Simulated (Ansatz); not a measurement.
# Geometry relaxation of AlN

- system: AlN (4 atoms in the cell)
- method: DFT PBE, scalar-relativistic, plane waves, PAW, no spin polarisation (Ansatz 0.2.0)

The structure derives from a Materials Project entry.

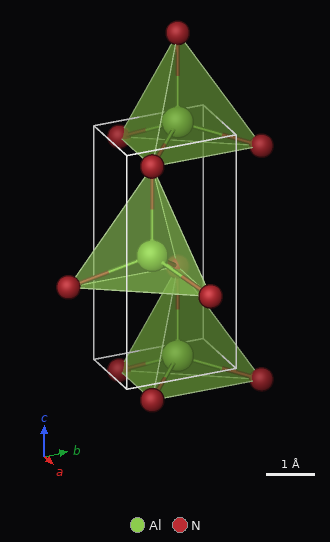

**Figure 1.** The structure as given in the input (polyhedral view of the cell of the calculation, seen slightly off an axis; polyhedra are completed across the faces of the cell). An atom can appear more than once, as a periodic image.

Summary:

```json
{"quantity": "outcome", "value": "converged"}
{"quantity": "space group (tolerance 0.01 Å)", "value": "P6₃mc (186)"}
{"quantity": "electrons treated", "value": "16"}
{"quantity": "free energy", "value": "−1848.5079 eV"}
{"quantity": "Fermi energy", "value": "8.960 eV"}
{"quantity": "gap on the k-point mesh", "value": "4.03 eV"}
{"quantity": "pressure", "value": "0.01 GPa"}
{"quantity": "final volume", "value": "42.58 Å³"}
{"quantity": "largest force (length of the vector) at the end", "value": "under 0.001 eV/Å"}
{"quantity": "final cell", "value": "a = 3.130 Å, b = 3.130 Å, c = 5.018 Å, α = 90.00°, β = 90.00°, γ = 120.00°"}
{"quantity": "hardware", "value": "8 threads of Arm Neoverse V2, 112 GiB of memory available, shared host"}
{"quantity": "wall time", "value": "1.5 s (CPU time 8.8 s)"}
{"quantity": "peak memory", "value": "0.36 GiB"}
```

The input:
```yaml
crystal:
  lattice:
    - [3.128588136, 0.0, 0.0]
    - [-1.564294068, 2.7094368037, 0.0]
    - [0.0, 0.0, 5.016955]
  atoms:
    - { symbol: Al, position: [0.66666667, 0.33333333, 0.499287] }
    - { symbol: Al, position: [0.33333333, 0.66666667, 0.999287] }
    - { symbol: "N", position: [0.66666667, 0.33333333, 0.880713] }
    - { symbol: "N", position: [0.33333333, 0.66666667, 0.380713] }
basis:
  ecutwfc: 420
kpoints:
  mp_grid: { grid: [9, 9, 4] }
hamiltonian:
  xc: pbe
scf:
  occupations: { method: gaussian, width: 0.02 }
output:
  forces: true
  stress: true
  eigenvalues: true
relax:
  adjacent_minimum: "off"
  f_tol: 0.005
  max_steps: 80
  cell: { stress_tol: 0.05 }
```

Command:
```bash
ansatz run input.yaml --threads 8 --pin off --max-ram 16384MiB --backend cpu --events-out ev --progress --plain --runs-dir out
```

The program's output:
```
Engine: ansatz 0.2.0, aarch64-unknown-linux-gnu
Pseudopotentials: kind: paw
Pseudopotential: Al, paw, valence charge 3, recommended cutoff 420 eV (normal), Al.paw.azcp
Pseudopotential: N, paw, valence charge 5, recommended cutoff 420 eV (normal), N.paw.azcp
Functional definition: PBE
  parameter kappa = 0.804
  parameter beta = 0.06672455060314922
  exchange = pbe_x(kappa = kappa, mu = beta*pi^2/3)
  correlation = pbe_c(beta = beta)
Crystal: 4 atoms, lattice volume = 42.527 Å³
Basis set: ecut = 420 eV, 833 PW (Γ), exchange–correlation on 48×48×72 points (8 copies of the dense FFT grid, shifted against one another)
Bands: 12, of which v1, the nominal top of the filled ones, is band 8 counted from 1 (7 counted from 0)
Symmetry: 12 space group operations
Space group: P63mc (ITA 186), of the structure as read, at distance tolerance 3.5e-5 Å
k-points: 36 of 324 (time reversal used)
Non-local potential: Al, projectors of the file, l = 0: 2, l = 1: 2, l = 2: 1
Non-local potential: N, projectors of the file, l = 0: 2, l = 1: 2, l = 2: 1
PAW form: soft (Blöchl's): semilocal exchange-correlation on the pseudo side does not see the compensation charge
PAW one-centre angular grid: Al, 110 points (default); XC on 64 Gauss nodes
PAW one-centre angular grid: N, 110 points (default); XC on 64 Gauss nodes
Initial density: superposition of atomic densities (neutral atoms: chi_scale 0, normalization atom), corrected by the library's trained network
Initial wavefunctions: pseudopotential atomic-orbital guess
Functional: x = pbe(κ = 0.804, μ = 0.2195149727645171), c = pbe(β = 0.06672455060314922)
SCF iter   1: F=—  HF=-1848.507663 eV  |F-HF|=—  |Δ(HF+E_count)|=         —  Δρ=8.14e-4  dr2=1.31e-4  ethr=1.77e-3  ⟨swp⟩=6.1  Hψ=2915  notcnv=0
preconditioner: auto → none  [insulator: Δε(μ)=4.044 eV  Ē_g=12.992 eV  σ=0.020 eV  W_gap=1.00  n_scr=2 (ndim 8)  ℏωp=22.8 eV  f_vac=0.000  D(μ)=0.00/eV (n_scr^D=0)  ε∞_Penn≈4.1]
SCF iter   2: F=—  HF=-1848.508005 eV  |F-HF|=—  |Δ(HF+E_count)|=   3.41e-4  Δρ=3.94e-4  dr2=2.04e-5  ethr=8.17e-7  ⟨swp⟩=2.3  Hψ=1050  notcnv=0
SCF iter   3: F=—  HF=-1848.507850 eV  |F-HF|=—  |Δ(HF+E_count)|=   1.55e-4  Δρ=6.23e-5  dr2=6.45e-7  ethr=1.27e-7  ⟨swp⟩=2.2  Hψ=692  notcnv=0
iter 4 did not close the SCF: its close was put off for the readings that it lacked (scf_convergence_deferred on its scf_iter line)
SCF iter   4: F=-1848.507852 eV  HF=-1848.507852 eV  |F-HF|=1.11e-8  |Δ(HF+E_count)|=   1.99e-6  Δρ=9.79e-6  dr2=1.66e-8  ethr=4.03e-9  ⟨swp⟩=2.1  Hψ=705  notcnv=0
iter 5 did not close the SCF: its close was put off for the readings that it lacked (scf_convergence_deferred on its scf_iter line)
SCF iter   5: F=-1848.507852 eV  HF=-1848.507852 eV  |F-HF|=5.63e-10  |Δ(HF+E_count)|=   1.33e-8  Δρ=1.86e-6  dr2=8.09e-10  ethr=1.04e-10  ⟨swp⟩=2.6  Hψ=737  notcnv=0
SCF iter   6: F=-1848.507852 eV  HF=-1848.507852 eV  |F-HF|=9.32e-12  |Δ(HF+E_count)|=  2.46e-10  Δρ=1.74e-7  dr2=5.53e-12  ethr=5.05e-12  ⟨swp⟩=1.2  Hψ=1250  notcnv=0
SCF 1 converged in 6 iterations: F = -1848.507852 eV  dr2 = 5.53e-12
  greatest PAW one-centre occupation: 0.787 electrons in one spin orbital (limit 2), on the N atom at site 3 (counted from 0), in its partial waves of l = 0
relax step   1: F+E_penalty+E_count = -1848.50785171 eV  Δ(F+E_penalty+E_count) = +0.000e0 eV  max|allowed force component| = 3.823e-3 eV/Å  Δτ_max = 0.0000 Å  P = +0.252 GPa  Ω = 42.527 Å³  (6 SCF iters, dr2 threshold 1.00e-7 eV, accepted)
Crystal: 4 atoms, lattice volume = 42.555 Å³
Initial density: handed on by an earlier stage of this run
Initial wavefunctions: those handed on with the density
iter 1 solved again at ethr=6.43e-8 eV; its pass at ethr=3.10e-3 eV (dr2=1.03e-5 eV) is discarded
SCF iter   1: F=—  HF=-1848.508044 eV  |F-HF|=—  |Δ(HF+E_count)|=         —  Δρ=1.48e-4  dr2=1.06e-5  ethr=6.43e-8  ⟨swp⟩=1.0  Hψ=2618  notcnv=0
preconditioner: auto → none  [insulator: Δε(μ)=4.039 eV  Ē_g=12.988 eV  σ=0.020 eV  W_gap=1.00  n_scr=2 (ndim 8)  ℏωp=22.8 eV  f_vac=0.000  D(μ)=0.00/eV (n_scr^D=0)  ε∞_Penn≈4.1]
SCF iter   2: F=—  HF=-1848.507803 eV  |F-HF|=—  |Δ(HF+E_count)|=   2.41e-4  Δρ=2.89e-5  dr2=3.79e-7  ethr=6.43e-8  ⟨swp⟩=2.1  Hψ=641  notcnv=0
iter 3 did not close the SCF: its close was put off for the readings that it lacked (scf_convergence_deferred on its scf_iter line)
SCF iter   3: F=-1848.507803 eV  HF=-1848.507803 eV  |F-HF|=3.62e-9  |Δ(HF+E_count)|=   8.28e-8  Δρ=1.03e-5  dr2=3.16e-8  ethr=2.37e-9  ⟨swp⟩=2.0  Hψ=682  notcnv=0
iter 4 did not close the SCF: its close was put off for the readings that it lacked (scf_convergence_deferred on its scf_iter line)
SCF iter   4: F=-1848.507803 eV  HF=-1848.507803 eV  |F-HF|=8.53e-11  |Δ(HF+E_count)|=   1.22e-9  Δρ=6.91e-7  dr2=1.04e-10  ethr=1.97e-10  ⟨swp⟩=2.1  Hψ=722  notcnv=0
iter 5 did not close the SCF: its close was put off for the readings that it lacked (scf_convergence_deferred on its scf_iter line)
SCF iter   5: F=-1848.507803 eV  HF=-1848.507803 eV  |F-HF|=4.09e-12  |Δ(HF+E_count)|=  9.96e-11  Δρ=1.39e-7  dr2=4.42e-12  ethr=1.00e-12  ⟨swp⟩=2.9  Hψ=761  notcnv=0
SCF iter   6: F=-1848.507803 eV  HF=-1848.507803 eV  |F-HF|=2.27e-13  |Δ(HF+E_count)|=  5.23e-12  Δρ=1.82e-8  dr2=9.49e-14  ethr=1.00e-12  ⟨swp⟩=1.0  Hψ=1008  notcnv=0
SCF 2 converged in 6 iterations: F = -1848.507803 eV  dr2 = 9.49e-14
relax step   2: F+E_penalty+E_count = -1848.50780278 eV  Δ(F+E_penalty+E_count) = +4.892e-5 eV  max|allowed force component| = 2.488e-3 eV/Å  Δτ_max = 0.0002 Å  P = +0.121 GPa  Ω = 42.555 Å³  energy of the carried Pulay correction = -8.419e-5 eV  (6 SCF iters, dr2 threshold 1.88e-7 eV, accepted)
Crystal: 4 atoms, lattice volume = 42.580 Å³
iter 1 solved again at ethr=5.61e-8 eV; its pass at ethr=3.10e-3 eV (dr2=8.98e-6 eV) is discarded
SCF iter   1: F=—  HF=-1848.507975 eV  |F-HF|=—  |Δ(HF+E_count)|=         —  Δρ=1.37e-4  dr2=9.24e-6  ethr=5.61e-8  ⟨swp⟩=1.0  Hψ=2618  notcnv=0
preconditioner: auto → none  [insulator: Δε(μ)=4.033 eV  Ē_g=12.983 eV  σ=0.020 eV  W_gap=1.00  n_scr=2 (ndim 8)  ℏωp=22.8 eV  f_vac=0.000  D(μ)=0.00/eV (n_scr^D=0)  ε∞_Penn≈4.1]
SCF iter   2: F=—  HF=-1848.507734 eV  |F-HF|=—  |Δ(HF+E_count)|=   2.41e-4  Δρ=2.52e-5  dr2=3.03e-7  ethr=5.61e-8  ⟨swp⟩=2.1  Hψ=648  notcnv=0
iter 3 did not close the SCF: its close was put off for the readings that it lacked (scf_convergence_deferred on its scf_iter line)
SCF iter   3: F=-1848.507734 eV  HF=-1848.507734 eV  |F-HF|=3.32e-9  |Δ(HF+E_count)|=   6.67e-8  Δρ=9.31e-6  dr2=2.57e-8  ethr=1.89e-9  ⟨swp⟩=2.0  Hψ=685  notcnv=0
iter 4 did not close the SCF: its close was put off for the readings that it lacked (scf_convergence_deferred on its scf_iter line)
SCF iter   4: F=-1848.507734 eV  HF=-1848.507734 eV  |F-HF|=4.12e-11  |Δ(HF+E_count)|=   1.45e-9  Δρ=6.56e-7  dr2=9.95e-11  ethr=1.60e-10  ⟨swp⟩=2.1  Hψ=721  notcnv=0
iter 5 did not close the SCF: its close was put off for the readings that it lacked (scf_convergence_deferred on its scf_iter line)
SCF iter   5: F=-1848.507734 eV  HF=-1848.507734 eV  |F-HF|=9.09e-12  |Δ(HF+E_count)|=  5.28e-11  Δρ=1.78e-7  dr2=5.87e-12  ethr=1.00e-12  ⟨swp⟩=2.1  Hψ=720  notcnv=0
SCF iter   6: F=-1848.507734 eV  HF=-1848.507734 eV  |F-HF|=0.00e0  |Δ(HF+E_count)|=  1.00e-11  Δρ=1.34e-8  dr2=4.89e-14  ethr=1.00e-12  ⟨swp⟩=1.0  Hψ=1008  notcnv=0
SCF 3 converged in 6 iterations: F = -1848.507734 eV  dr2 = 4.89e-14
relax step   3: F+E_penalty+E_count = -1848.50773399 eV  Δ(F+E_penalty+E_count) = +6.879e-5 eV  max|allowed force component| = 3.910e-4 eV/Å  Δτ_max = 0.0001 Å  P = -0.000 GPa  Ω = 42.580 Å³  energy of the carried Pulay correction = -1.632e-4 eV  (6 SCF iters, dr2 threshold 3.71e-8 eV, accepted)
Initial wavefunctions: pseudopotential atomic-orbital guess (no wavefunctions were taken with the density)
iter 1 solved again at ethr=9.36e-9 eV; its pass at ethr=3.10e-3 eV (dr2=1.50e-6 eV) is discarded
SCF iter   1: F=—  HF=-1848.508103 eV  |F-HF|=—  |Δ(HF+E_count)|=         —  Δρ=8.77e-6  dr2=6.56e-9  ethr=9.36e-9  ⟨swp⟩=3.1  Hψ=4192  notcnv=0
preconditioner: auto → none  [insulator: Δε(μ)=4.034 eV  Ē_g=12.984 eV  σ=0.020 eV  W_gap=1.00  n_scr=2 (ndim 8)  ℏωp=22.8 eV  f_vac=0.000  D(μ)=0.00/eV (n_scr^D=0)  ε∞_Penn≈4.1]
SCF iter   2: F=—  HF=-1848.507865 eV  |F-HF|=—  |Δ(HF+E_count)|=   2.38e-4  Δρ=4.42e-6  dr2=1.73e-9  ethr=4.10e-11  ⟨swp⟩=3.3  Hψ=907  notcnv=0
SCF iter   3: F=—  HF=-1848.507865 eV  |F-HF|=—  |Δ(HF+E_count)|=   2.56e-9  Δρ=2.73e-6  dr2=5.66e-10  ethr=1.08e-11  ⟨swp⟩=1.0  Hψ=432  notcnv=0
iter 4 did not close the SCF: its close was put off for the readings that it lacked (scf_convergence_deferred on its scf_iter line)
SCF iter   4: F=-1848.507865 eV  HF=-1848.507865 eV  |F-HF|=2.50e-12  |Δ(HF+E_count)|=   1.84e-9  Δρ=1.40e-7  dr2=2.42e-12  ethr=3.54e-12  ⟨swp⟩=2.1  Hψ=679  notcnv=0
iter 5 did not close the SCF: its close was put off for the readings that it lacked (scf_convergence_deferred on its scf_iter line)
SCF iter   5: F=-1848.507865 eV  HF=-1848.507865 eV  |F-HF|=4.55e-13  |Δ(HF+E_count)|=  1.82e-12  Δρ=5.66e-8  dr2=4.84e-13  ethr=1.00e-12  ⟨swp⟩=1.0  Hψ=432  notcnv=0
iter 6 did not close the SCF: its close was put off for the readings that it lacked (scf_convergence_deferred on its scf_iter line)
SCF iter   6: F=-1848.507865 eV  HF=-1848.507865 eV  |F-HF|=0.00e0  |Δ(HF+E_count)|=  6.82e-13  Δρ=2.89e-8  dr2=1.01e-13  ethr=1.00e-12  ⟨swp⟩=1.0  Hψ=432  notcnv=0
iter 7 did not close the SCF: its close was put off for the readings that it lacked (scf_convergence_deferred on its scf_iter line)
SCF iter   7: F=-1848.507865 eV  HF=-1848.507865 eV  |F-HF|=4.55e-13  |Δ(HF+E_count)|=  4.55e-13  Δρ=1.17e-8  dr2=1.57e-14  ethr=1.00e-12  ⟨swp⟩=1.0  Hψ=432  notcnv=0
SCF iter   8: F=-1848.507865 eV  HF=-1848.507865 eV  |F-HF|=2.27e-13  |Δ(HF+E_count)|=  6.82e-13  Δρ=3.30e-9  dr2=1.21e-15  ethr=1.00e-12  ⟨swp⟩=1.0  Hψ=1008  notcnv=0
SCF 4 converged in 8 iterations: F = -1848.507865 eV  dr2 = 1.21e-15
  greatest PAW one-centre occupation: 0.787 electrons in one spin orbital (limit 2), on the N atom at site 2 (counted from 0), in its partial waves of l = 0
relax step   4: F+E_penalty+E_count = -1848.50786471 eV  Δ(F+E_penalty+E_count) = -1.307e-4 eV  max|allowed force component| = 4.091e-4 eV/Å  Δτ_max = 0.0000 Å  P = +0.006 GPa  Ω = 42.580 Å³  stress off target by 6.95e-3 GPa  SCF on the basis re-selected at this cell (its energy is not comparable with the rows above)  (8 SCF iters)
```

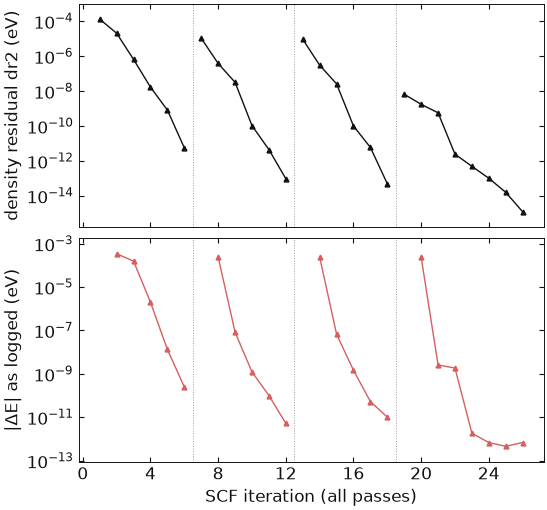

**Figure 2.** Convergence of the self-consistent field: density residual dr2 and size of the energy change against the SCF iteration. The dotted lines part the SCF passes of the relaxation: geometry steps, rejected trials and re-solves on a re-selected basis. The passes take 6, 6, 6 and 8 iterations.

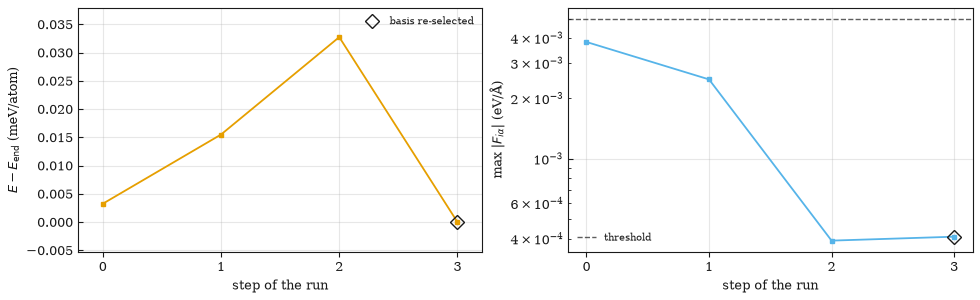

**Figure 3.** Progress of the relaxation, step by step (the first geometry is step 0 here and step 1 in the log). The atoms keep their places relative to the cell (all moves are under 0.005 Å). Cell: a = b 3.129 → 3.130 Å (+0.1 %), c 5.017 → 5.018 Å (0.0 %). Volume +0.1 %. The space group stays P6_3mc (No. 186). After 2 geometry steps the energy has risen by next to nothing (0.0 meV per atom). The largest force component goes from 0.0038 to 0.00041 eV/Å. Pressure: 0.25 GPa at the start and 0.01 GPa at the end. A last SCF at the same geometry on a re-selected plane-wave basis shifts the energy by next to nothing (0.0 meV per atom). (Atoms are counted from 1 in the order of the input.)

```
basis re-selected at this cell: Δ(F+E_penalty+E_count) = -1.307e-4 eV, ΔP = +0.006 GPa vs the last step (what re-selecting the basis moved, of the pressure what is left beyond the Pulay correction that the steps carried, after the strain that the cell walked since its last selection, with what the two solves' SCF thresholds leave and, on support functions, any second-order correction that the steps lacked; it is no measure of the basis error at this ecutwfc). This SCF's stress stands 6.95e-3 GPa from its target on what of the cell is left free (relax.cell.stress_tol is 5.00e-2 GPa) and its largest allowed force component is 4.09e-4 eV/Å (relax.f_tol is 5.00e-3 eV/Å): within both
SCF converged after 8 iterations
Free energy (F): -1848.507865 eV
Harris-Foulkes:  -1848.507865 eV  (|F-HF|=2.27e-13)
Internal energy: -1848.507865 eV  (E = F + TS)
E sigma→0 (E₀):  -1848.507865 eV
Fermi energy:    8.960283 eV
--- Per-component energies (eV) ---
  E_band       = 27.854896
  E_kinetic    = 317.322383
  E_local      = -451.605016  (includes V_loc(G=0)·N_el)
  E_nonlocal   = 110.503507
  E_hartree    = 156.640852
  E_xc         = -203.250354
  E_vxc        = -215.380394  (∫ρ·V_xc dr)
  E_paw        = -1190.066832  (= ΣΔE_a)
  E_vpaw       = -46.267483  (= ΣTr[D̂ρ^β])
  E_aug_tail   = 0.000195  (compensation charges beyond the density's cutoff)
  E_ewald      = -588.052600
  E_smearing   = -0.000000  (= −TS)
  E_closure    = 0.000000  (closes the sum)
  Σ components = -1848.507865   (vs F -1848.507865, Δ=0.00e0)
--- Forces (eV/Å), atoms counted from 1 ---
  atom   1  Al    -0.00000000     0.00000000    -0.00041501
  atom   2  Al    -0.00000000    -0.00000000    -0.00041501
  atom   3  N     -0.00000000    -0.00000000     0.00040312
  atom   4  N      0.00000000     0.00000000     0.00040312
  max |Σ_I F_I| component: 2.38e-5 eV/Å
--- Stress (GPa, compression-positive) ---
        0.005130       0.000000       0.000000
       -0.000000       0.005130       0.000000
        0.000000       0.000000       0.006950
  P = ⅓ Tr σ = 0.0057 GPa (0.057 kbar)
--- Band table (eV; the first three rows and the last of 36) ---
  k-point 0: bands = ["-8.1119", "-6.0340", "1.0473", "6.1012", "6.1012", "6.7406", "6.7406", "6.9432", "10.9773", "13.4569", "17.3963", "17.9791"]
  k-point 1: bands = ["-7.8812", "-6.4497", "1.8231", "5.7408", "6.1900", "6.1900", "6.6425", "6.6425", "11.9477", "13.5708", "17.0662", "17.9512"]
  k-point 2: bands = ["-7.2487", "-7.2487", "3.6467", "3.6467", "6.4118", "6.4118", "6.4118", "6.4118", "13.2502", "13.2502", "17.1194", "17.1194"]
  k-point 35: bands = ["-5.6435", "-5.6435", "2.1738", "2.1738", "3.1646", "3.1646", "6.1571", "6.1571", "14.2971", "14.2971", "14.6574", "14.6574"]
--- Relaxed structure (3 steps of the walk, 3 accepted, 1 SCFs on fresh bases) ---
  F+E_penalty+E_count = -1848.50786471 eV   max|allowed force component| = 4.091e-4 eV/Å   (the final SCF, on the basis selected at the relaxed cell)
  cell:  # Å, volume = 42.5802 Å³
    - [3.13020362580885, -8.805030571253245e-34, 1.7262340197814888e-34]
    - [-1.565101812904425, 2.7108358589686237, 3.65241146477691e-20]
    - [2.768161873768644e-34, 6.76302319916157e-20, 5.018019379611313]
  atoms:
    - { symbol: Al, position: [0.6666666666666666, 0.3333333333333333, 0.49923494869105195] }
    - { symbol: Al, position: [0.3333333333333333, 0.6666666666666666, 0.999234948691052] }
    - { symbol: N, position: [0.6666666666666666, 0.3333333333333333, 0.8807650513089481] }
    - { symbol: N, position: [0.3333333333333333, 0.6666666666666666, 0.38076505130894805] }
```

Trajectory as extended XYZ (Å, eV, eV/Å), 4 frames, from step=1 to step=4:
```
4
Lattice="3.1286 0.0000 0.0000 -1.5643 2.7094 0.0000 0.0000 0.0000 5.0170" Properties=species:S:1:pos:R:3:forces:R:3 step=1 energy=-1848.50785 pressure_GPa=0.25
Al    1.5643    0.9031    2.5049    0.0000   0.0000  -0.0038
Al    0.0000    1.8063    5.0134    0.0000   0.0000  -0.0038
N     1.5643    0.9031    4.4185    0.0000   0.0000   0.0038
N     0.0000    1.8063    1.9100    0.0000   0.0000   0.0038
4
Lattice="3.1295 0.0000 0.0000 -1.5648 2.7102 0.0000 0.0000 0.0000 5.0172" Properties=species:S:1:pos:R:3:forces:R:3 step=2 energy=-1848.50780 pressure_GPa=0.12
Al    1.5648    0.9034    2.5048    0.0000   0.0000  -0.0025
Al    0.0000    1.8068    5.0134    0.0000   0.0000  -0.0025
N     1.5648    0.9034    4.4188    0.0000   0.0000   0.0025
N     0.0000    1.8068    1.9103    0.0000   0.0000   0.0025
4
Lattice="3.1302 0.0000 0.0000 -1.5651 2.7108 0.0000 0.0000 0.0000 5.0180" Properties=species:S:1:pos:R:3:forces:R:3 step=3 energy=-1848.50773 pressure_GPa=-0.00
Al    1.5651    0.9036    2.5052    0.0000   0.0000  -0.0004
Al    0.0000    1.8072    5.0142    0.0000   0.0000  -0.0004
N     1.5651    0.9036    4.4197    0.0000   0.0000   0.0004
N     0.0000    1.8072    1.9107    0.0000   0.0000   0.0004
4
Lattice="3.1302 0.0000 0.0000 -1.5651 2.7108 0.0000 0.0000 0.0000 5.0180" Properties=species:S:1:pos:R:3:forces:R:3 step=4 energy=-1848.50787 pressure_GPa=0.01
Al    1.5651    0.9036    2.5052    0.0000   0.0000  -0.0004
Al    0.0000    1.8072    5.0142    0.0000   0.0000  -0.0004
N     1.5651    0.9036    4.4197    0.0000   0.0000   0.0004
N     0.0000    1.8072    1.9107    0.0000   0.0000   0.0004
```

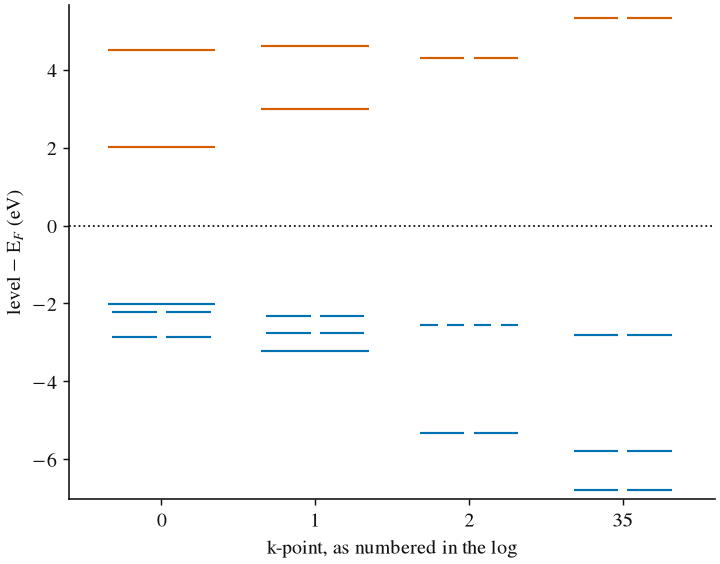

**Figure 4.** Kohn–Sham levels near the Fermi level (dotted) at the few k-points that the log prints; levels within 0.02 eV of each other stand side by side. Among these points the highest filled and lowest empty levels are 4.03 eV apart, which is the gap on the mesh.
